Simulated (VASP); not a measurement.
# Band-structure run of TiN (part 1 of 2)

System: TiN (2 atoms in the cell).
Method: Kohn-Sham DFT of a periodic cell, PBE, VASP PAW PBE potentials, recommended, no spin polarisation (VASP 6.6.1).

The structure derives from an entry of the Crystallography Open Database.

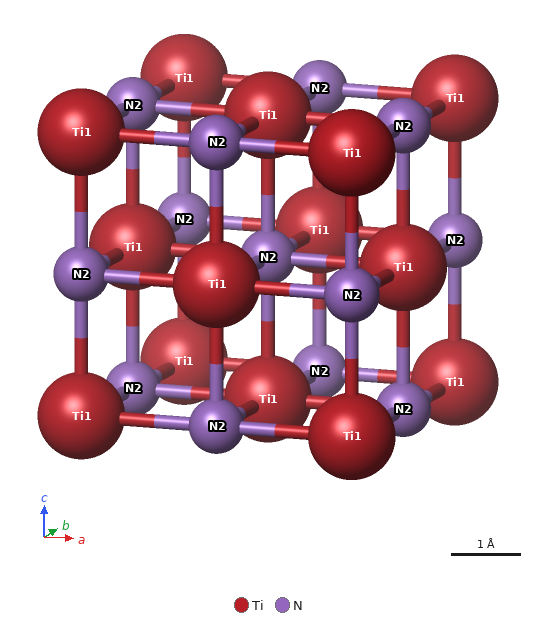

**Figure 1.** The input geometry (ball-and-stick view of the cell 4 times as large as that of the calculation, set on its symmetry axes, seen slightly off an axis; atoms are numbered from 1 in the order of the input).

**Key numbers**

| quantity | value |
| --- | --- |
| outcome | converged |
| space group (tolerance 0.01 Å) | Fm-3m (225) |
| electrons treated | 17 |
| free energy | −19.6201 eV |
| Fermi energy of the self-consistent step | 11.811 eV |
| gap on the k-point mesh | none (metallic) |
| gap on the band path | 0.00 eV |
| pressure | 9.11 GPa |
| largest force (length of the vector) | under 0.001 eV/Å |
| hardware | 1 thread of Intel Xeon @ 2.90GHz (Ice Lake), 192 GiB of memory available, shared host |
| wall time | 93 s |
| peak memory | 0.19 GiB |

**Remarks**

The cell holds an odd number of electrons but the run has no spin polarisation, so it comes out as a metal. The cell is under a pressure of 9.1 GPa at this level, so it is not at its equilibrium volume.

**INCAR**
```
PREC = Accurate
ENCUT = 520
EDIFF = 1E-6
ISMEAR = 1
SIGMA = 0.1
LREAL = F
LASPH = T
NELM = 80
ALGO = Normal
ISIF = 2
LWAVE = F
LCHARG = F
LMAXMIX = 4
GGA = PE
NBANDS = 16
```

**KPOINTS**
```
Automatic mesh
0
Gamma
  16 16 16
```

**KPOINTS_OPT**
```
explicit points
252
Reciprocal
 0.0000000000  0.0000000000  0.0000000000 1
 0.0357142857  0.0000000000  0.0357142857 1
 0.0714285714  0.0000000000  0.0714285714 1
 0.1071428571  0.0000000000  0.1071428571 1
 0.1428571429  0.0000000000  0.1428571429 1
 0.1785714286  0.0000000000  0.1785714286 1
 0.2142857143  0.0000000000  0.2142857143 1
 0.2500000000  0.0000000000  0.2500000000 1
 0.2857142857  0.0000000000  0.2857142857 1
 0.3214285714  0.0000000000  0.3214285714 1
 0.3571428571  0.0000000000  0.3571428571 1
 0.3928571429  0.0000000000  0.3928571429 1
 0.4285714286  0.0000000000  0.4285714286 1
 0.4642857143  0.0000000000  0.4642857143 1
 0.5000000000  0.0000000000  0.5000000000 1
 0.5000000000  0.0000000000  0.5000000000 1
 0.5000000000  0.0178571429  0.5178571429 1
 0.5000000000  0.0357142857  0.5357142857 1
 0.5000000000  0.0535714286  0.5535714286 1
 0.5000000000  0.0714285714  0.5714285714 1
 0.5000000000  0.0892857143  0.5892857143 1
 0.5000000000  0.1071428571  0.6071428571 1
 0.5000000000  0.1250000000  0.6250000000 1
 0.5000000000  0.1428571429  0.6428571429 1
 0.5000000000  0.1607142857  0.6607142857 1
 0.5000000000  0.1785714286  0.6785714286 1
 0.5000000000  0.1964285714  0.6964285714 1
 0.5000000000  0.2142857143  0.7142857143 1
 0.5000000000  0.2321428571  0.7321428571 1
 0.5000000000  0.2500000000  0.7500000000 1
 0.5000000000  0.2500000000  0.7500000000 1
 0.4910714286  0.2589285714  0.7500000000 1
 0.4821428571  0.2678571429  0.7500000000 1
 0.4732142857  0.2767857143  0.7500000000 1
 0.4642857143  0.2857142857  0.7500000000 1
 0.4553571429  0.2946428571  0.7500000000 1
 0.4464285714  0.3035714286  0.7500000000 1
 0.4375000000  0.3125000000  0.7500000000 1
 0.4285714286  0.3214285714  0.7500000000 1
 0.4196428571  0.3303571429  0.7500000000 1
 0.4107142857  0.3392857143  0.7500000000 1
 0.4017857143  0.3482142857  0.7500000000 1
 0.3928571429  0.3571428571  0.7500000000 1
 0.3839285714  0.3660714286  0.7500000000 1
 0.3750000000  0.3750000000  0.7500000000 1
 0.3750000000  0.3750000000  0.7500000000 1
 0.3482142857  0.3482142857  0.6964285714 1
 0.3214285714  0.3214285714  0.6428571429 1
 0.2946428571  0.2946428571  0.5892857143 1
 0.2678571429  0.2678571429  0.5357142857 1
 0.2410714286  0.2410714286  0.4821428571 1
 0.2142857143  0.2142857143  0.4285714286 1
 0.1875000000  0.1875000000  0.3750000000 1
 0.1607142857  0.1607142857  0.3214285714 1
 0.1339285714  0.1339285714  0.2678571429 1
 0.1071428571  0.1071428571  0.2142857143 1
 0.0803571429  0.0803571429  0.1607142857 1
 0.0535714286  0.0535714286  0.1071428571 1
 0.0267857143  0.0267857143  0.0535714286 1
 0.0000000000  0.0000000000  0.0000000000 1
 0.0000000000  0.0000000000  0.0000000000 1
 0.0357142857  0.0357142857  0.0357142857 1
 0.0714285714  0.0714285714  0.0714285714 1
 0.1071428571  0.1071428571  0.1071428571 1
 0.1428571429  0.1428571429  0.1428571429 1
 0.1785714286  0.1785714286  0.1785714286 1
 0.2142857143  0.2142857143  0.2142857143 1
 0.2500000000  0.2500000000  0.2500000000 1
 0.2857142857  0.2857142857  0.2857142857 1
 0.3214285714  0.3214285714  0.3214285714 1
 0.3571428571  0.3571428571  0.3571428571 1
 0.3928571429  0.3928571429  0.3928571429 1
 0.4285714286  0.4285714286  0.4285714286 1
 0.4642857143  0.4642857143  0.4642857143 1
 0.5000000000  0.5000000000  0.5000000000 1
 0.5000000000  0.5000000000  0.5000000000 1
 0.5089285714  0.4821428571  0.5089285714 1
 0.5178571429  0.4642857143  0.5178571429 1
 0.5267857143  0.4464285714  0.5267857143 1
 0.5357142857  0.4285714286  0.5357142857 1
 0.5446428571  0.4107142857  0.5446428571 1
 0.5535714286  0.3928571429  0.5535714286 1
 0.5625000000  0.3750000000  0.5625000000 1
 0.5714285714  0.3571428571  0.5714285714 1
 0.5803571429  0.3392857143  0.5803571429 1
 0.5892857143  0.3214285714  0.5892857143 1
 0.5982142857  0.3035714286  0.5982142857 1
 0.6071428571  0.2857142857  0.6071428571 1
 0.6160714286  0.2678571429  0.6160714286 1
 0.6250000000  0.2500000000  0.6250000000 1
 0.6250000000  0.2500000000  0.6250000000 1
 0.6160714286  0.2500000000  0.6339285714 1
 0.6071428571  0.2500000000  0.6428571429 1
 0.5982142857  0.2500000000  0.6517857143 1
 0.5892857143  0.2500000000  0.6607142857 1
 0.5803571429  0.2500000000  0.6696428571 1
 0.5714285714  0.2500000000  0.6785714286 1
 0.5625000000  0.2500000000  0.6875000000 1
 0.5535714286  0.2500000000  0.6964285714 1
 0.5446428571  0.2500000000  0.7053571429 1
 0.5357142857  0.2500000000  0.7142857143 1
 0.5267857143  0.2500000000  0.7232142857 1
 0.5178571429  0.2500000000  0.7321428571 1
 0.5089285714  0.2500000000  0.7410714286 1
 0.5000000000  0.2500000000  0.7500000000 1
 0.5000000000  0.2500000000  0.7500000000 1
 0.5000000000  0.2678571429  0.7321428571 1
 0.5000000000  0.2857142857  0.7142857143 1
 0.5000000000  0.3035714286  0.6964285714 1
 0.5000000000  0.3214285714  0.6785714286 1
 0.5000000000  0.3392857143  0.6607142857 1
 0.5000000000  0.3571428571  0.6428571429 1
 0.5000000000  0.3750000000  0.6250000000 1
 0.5000000000  0.3928571429  0.6071428571 1
 0.5000000000  0.4107142857  0.5892857143 1
 0.5000000000  0.4285714286  0.5714285714 1
 0.5000000000  0.4464285714  0.5535714286 1
 0.5000000000  0.4642857143  0.5357142857 1
 0.5000000000  0.4821428571  0.5178571429 1
 0.5000000000  0.5000000000  0.5000000000 1
 0.5000000000  0.5000000000  0.5000000000 1
 0.4910714286  0.4910714286  0.5178571429 1
 0.4821428571  0.4821428571  0.5357142857 1
 0.4732142857  0.4732142857  0.5535714286 1
 0.4642857143  0.4642857143  0.5714285714 1
 0.4553571429  0.4553571429  0.5892857143 1
 0.4464285714  0.4464285714  0.6071428571 1
 0.4375000000  0.4375000000  0.6250000000 1
 0.4285714286  0.4285714286  0.6428571429 1
 0.4196428571  0.4196428571  0.6607142857 1
 0.4107142857  0.4107142857  0.6785714286 1
 0.4017857143  0.4017857143  0.6964285714 1
 0.3928571429  0.3928571429  0.7142857143 1
 0.3839285714  0.3839285714  0.7321428571 1
 0.3750000000  0.3750000000  0.7500000000 1
 0.6250000000  0.2500000000  0.6250000000 1
 0.6160714286  0.2321428571  0.6160714286 1
 0.6071428571  0.2142857143  0.6071428571 1
 0.5982142857  0.1964285714  0.5982142857 1
 0.5892857143  0.1785714286  0.5892857143 1
 0.5803571429  0.1607142857  0.5803571429 1
 0.5714285714  0.1428571429  0.5714285714 1
 0.5625000000  0.1250000000  0.5625000000 1
 0.5535714286  0.1071428571  0.5535714286 1
 0.5446428571  0.0892857143  0.5446428571 1
 0.5357142857  0.0714285714  0.5357142857 1
 0.5267857143  0.0535714286  0.5267857143 1
 0.5178571429  0.0357142857  0.5178571429 1
 0.5089285714  0.0178571429  0.5089285714 1
 0.5000000000  0.0000000000  0.5000000000 1
 0.0000000000  0.0000000000  0.0000000000 1
 0.0000000000  0.0040469900  0.0040469900 1
 0.0000000000 -0.0040469900 -0.0040469900 1
 0.0000000000  0.0118037300  0.0118037300 1
 0.0000000000 -0.0118037300 -0.0118037300 1
 0.0028616600  0.0028616600  0.0057233100 1
-0.0028616600 -0.0028616600 -0.0057233100 1
 0.0083464900  0.0083464900  0.0166929900 1
-0.0083464900 -0.0083464900 -0.0166929900 1
 0.0046730600  0.0046730600  0.0046730600 1
-0.0046730600 -0.0046730600 -0.0046730600 1
 0.0136297700  0.0136297700  0.0136297700 1
-0.0136297700 -0.0136297700 -0.0136297700 1
-0.0028616600  0.0028616600  0.0000000000 1
 0.0028616600 -0.0028616600 -0.0000000000 1
-0.0083464900  0.0083464900  0.0000000000 1
 0.0083464900 -0.0083464900 -0.0000000000 1
 0.3750000000  0.3750000000  0.7500000000 1
 0.3750000000  0.3790469900  0.7540469900 1
 0.3750000000  0.3709530100  0.7459530100 1
 0.3750000000  0.3868037300  0.7618037300 1
 0.3750000000  0.3631962700  0.7381962700 1
 0.3778616600  0.3778616600  0.7557233100 1
 0.3721383400  0.3721383400  0.7442766900 1
 0.3833464900  0.3833464900  0.7666929900 1
 0.3666535100  0.3666535100  0.7333070100 1
 0.3796730600  0.3796730600  0.7546730600 1
 0.3703269400  0.3703269400  0.7453269400 1
 0.3886297700  0.3886297700  0.7636297700 1
 0.3613702300  0.3613702300  0.7363702300 1
 0.3721383400  0.3778616600  0.7500000000 1
 0.3778616600  0.3721383400  0.7500000000 1
 0.3666535100  0.3833464900  0.7500000000 1
 0.3833464900  0.3666535100  0.7500000000 1
 0.5000000000  0.5000000000  0.5000000000 1
 0.5000000000  0.5040469900  0.5040469900 1
 0.5000000000  0.4959530100  0.4959530100 1
 0.5000000000  0.5118037300  0.5118037300 1
 0.5000000000  0.4881962700  0.4881962700 1
 0.5028616600  0.5028616600  0.5057233100 1
 0.4971383400  0.4971383400  0.4942766900 1
 0.5083464900  0.5083464900  0.5166929900 1
 0.4916535100  0.4916535100  0.4833070100 1
 0.5046730600  0.5046730600  0.5046730600 1
 0.4953269400  0.4953269400  0.4953269400 1
 0.5136297700  0.5136297700  0.5136297700 1
 0.4863702300  0.4863702300  0.4863702300 1
 0.4971383400  0.5028616600  0.5000000000 1
 0.5028616600  0.4971383400  0.5000000000 1
 0.4916535100  0.5083464900  0.5000000000 1
 0.5083464900  0.4916535100  0.5000000000 1
 0.6250000000  0.2500000000  0.6250000000 1
 0.6250000000  0.2540469900  0.6290469900 1
 0.6250000000  0.2459530100  0.6209530100 1
 0.6250000000  0.2618037300  0.6368037300 1
 0.6250000000  0.2381962700  0.6131962700 1
 0.6278616600  0.2528616600  0.6307233100 1
 0.6221383400  0.2471383400  0.6192766900 1
 0.6333464900  0.2583464900  0.6416929900 1
 0.6166535100  0.2416535100  0.6083070100 1
 0.6296730600  0.2546730600  0.6296730600 1
 0.6203269400  0.2453269400  0.6203269400 1
 0.6386297700  0.2636297700  0.6386297700 1
 0.6113702300  0.2363702300  0.6113702300 1
 0.6221383400  0.2528616600  0.6250000000 1
 0.6278616600  0.2471383400  0.6250000000 1
 0.6166535100  0.2583464900  0.6250000000 1
 0.6333464900  0.2416535100  0.6250000000 1
 0.5000000000  0.2500000000  0.7500000000 1
 0.5000000000  0.2540469900  0.7540469900 1
 0.5000000000  0.2459530100  0.7459530100 1
 0.5000000000  0.2618037300  0.7618037300 1
 0.5000000000  0.2381962700  0.7381962700 1
 0.5028616600  0.2528616600  0.7557233100 1
 0.4971383400  0.2471383400  0.7442766900 1
 0.5083464900  0.2583464900  0.7666929900 1
 0.4916535100  0.2416535100  0.7333070100 1
 0.5046730600  0.2546730600  0.7546730600 1
 0.4953269400  0.2453269400  0.7453269400 1
 0.5136297700  0.2636297700  0.7636297700 1
 0.4863702300  0.2363702300  0.7363702300 1
 0.4971383400  0.2528616600  0.7500000000 1
 0.5028616600  0.2471383400  0.7500000000 1
 0.4916535100  0.2583464900  0.7500000000 1
 0.5083464900  0.2416535100  0.7500000000 1
 0.5000000000  0.0000000000  0.5000000000 1
 0.5000000000  0.0040469900  0.5040469900 1
 0.5000000000 -0.0040469900  0.4959530100 1
 0.5000000000  0.0118037300  0.5118037300 1
 0.5000000000 -0.0118037300  0.4881962700 1
 0.5028616600  0.0028616600  0.5057233100 1
 0.4971383400 -0.0028616600  0.4942766900 1
 0.5083464900  0.0083464900  0.5166929900 1
 0.4916535100 -0.0083464900  0.4833070100 1
 0.5046730600  0.0046730600  0.5046730600 1
 0.4953269400 -0.0046730600  0.4953269400 1
 0.5136297700  0.0136297700  0.5136297700 1
 0.4863702300 -0.0136297700  0.4863702300 1
 0.4971383400  0.0028616600  0.5000000000 1
 0.5028616600 -0.0028616600  0.5000000000 1
 0.4916535100  0.0083464900  0.5000000000 1
 0.5083464900 -0.0083464900  0.5000000000 1
```

**POSCAR**
```
TiN                                     
1.0
    0.0000000000      2.1029354761      2.1029354761
    2.1029354761      0.0000000000      2.1029354761
    2.1029354761      2.1029354761      0.0000000000
  Ti              N             
     1     1
Direct
     0.0000000000000000    0.0000000000000000    0.0000000000000000
     0.5000000000000000    0.5000000000000000    0.5000000000000000
```

Command:
```bash
cat potpaw_PBE.64/Ti_sv/POTCAR potpaw_PBE.64/N/POTCAR > POTCAR
mpirun -np 1 vasp_std > vasp.out
```

**OSZICAR**
```
N       E                     dE             d eps       ncg     rms          rms(c)
DAV:   1     0.132711388264E+03    0.13271E+03   -0.82137E+03  4672   0.127E+03
DAV:   2    -0.168812279823E+02   -0.14959E+03   -0.14013E+03  5152   0.348E+02
DAV:   3    -0.245794341791E+02   -0.76982E+01   -0.76315E+01  5976   0.812E+01
DAV:   4    -0.247545584753E+02   -0.17512E+00   -0.17502E+00  5544   0.117E+01
DAV:   5    -0.247582224283E+02   -0.36640E-02   -0.36639E-02  5560   0.150E+00    0.190E+01
DAV:   6    -0.199682188856E+02    0.47900E+01   -0.12716E+01  6120   0.539E+01    0.693E+00
DAV:   7    -0.196544732122E+02    0.31375E+00   -0.15646E+00  5456   0.157E+01    0.534E+00
DAV:   8    -0.198498790997E+02   -0.19541E+00   -0.95010E-01  6424   0.146E+01    0.603E+00
DAV:   9    -0.196281414179E+02    0.22174E+00   -0.30475E-01  5392   0.868E+00    0.151E+00
DAV:  10    -0.196228749889E+02    0.52664E-02   -0.28488E-02  5696   0.188E+00    0.405E-01
DAV:  11    -0.196200578145E+02    0.28172E-02   -0.43243E-03  6832   0.849E-01    0.112E-01
DAV:  12    -0.196200763107E+02   -0.18496E-04   -0.34717E-04  4856   0.175E-01    0.349E-02
DAV:  13    -0.196200797397E+02   -0.34291E-05   -0.34676E-05  5856   0.796E-02    0.131E-02
DAV:  14    -0.196200794406E+02    0.29918E-06   -0.34759E-06  5040   0.232E-02
   1 F= -.19620079E+02 E0= -.19619619E+02  d E =-.138087E-02
       N       E                     dE             ncg
DAV:   1    -0.645572959367E+04   -0.10533E+06     4664
DAV:   2    -0.261992734097E+05   -0.19744E+05     5344
DAV:   3    -0.271697690556E+05   -0.97050E+03     5880
DAV:   4    -0.271872240025E+05   -0.17455E+02     5456
DAV:   5    -0.271875647805E+05   -0.34078E+00     5424
DAV:   6    -0.271875723767E+05   -0.75962E-02     5704
DAV:   7    -0.271875725865E+05   -0.20982E-03     5664
DAV:   8    -0.271875725926E+05   -0.60788E-05     4784
DAV:   9    -0.271875725930E+05   -0.40705E-06     3392
       N       E                     dE             ncg
DAV:   1     0.244819110587E+05   -0.76823E+05     3432
DAV:   2     0.101260667475E+05   -0.14356E+05     4008
DAV:   3     0.943823080149E+04   -0.68784E+03     4144
DAV:   4     0.942433330656E+04   -0.13897E+02     4040
DAV:   5     0.942406992268E+04   -0.26338E+00     3864
DAV:   6     0.942406363832E+04   -0.62844E-02     4248
DAV:   7     0.942406345067E+04   -0.18765E-03     4160
DAV:   8     0.942406344460E+04   -0.60715E-05     3488
DAV:   9     0.942406344425E+04   -0.34548E-06     2616
```

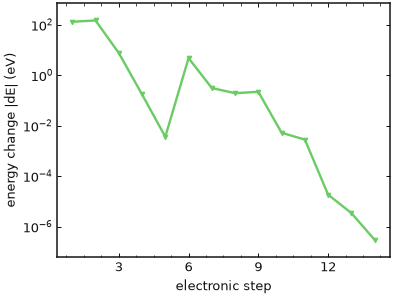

**Figure 2.** Convergence of the self-consistent field: energy change |dE| against the electronic step. It takes 14 electronic steps. The density is held fixed in the first few steps, and dE rises again when its update begins.

**Parts of OUTCAR**
```
PREC = Accurate
   ENCUT = 520
   EDIFF = 1E-6
   ISMEAR = 1
   LREAL = F
   LASPH = T
   NELM = 80
   ISIF = 2
   GGA = PE

 ion  position               nearest neighbor table
   1  0.000  0.000  0.000-   2 2.10   2 2.10   2 2.10   2 2.10   2 2.10   2 2.10
   2  0.500  0.500  0.500-   1 2.10   1 2.10   1 2.10   1 2.10   1 2.10   1 2.10

  LATTYP: Found a face centered cubic cell.
 ALAT       =     4.2058709522

  Lattice vectors:

 A1 = (   0.0000000000,   2.1029354761,   2.1029354761)
 A2 = (   2.1029354761,   0.0000000000,   2.1029354761)
 A3 = (   2.1029354761,   2.1029354761,   0.0000000000)

Analysis of symmetry for initial positions (statically):
=====================================================================
 Subroutine PRICEL returns:
 Original cell was already a primitive cell.
```
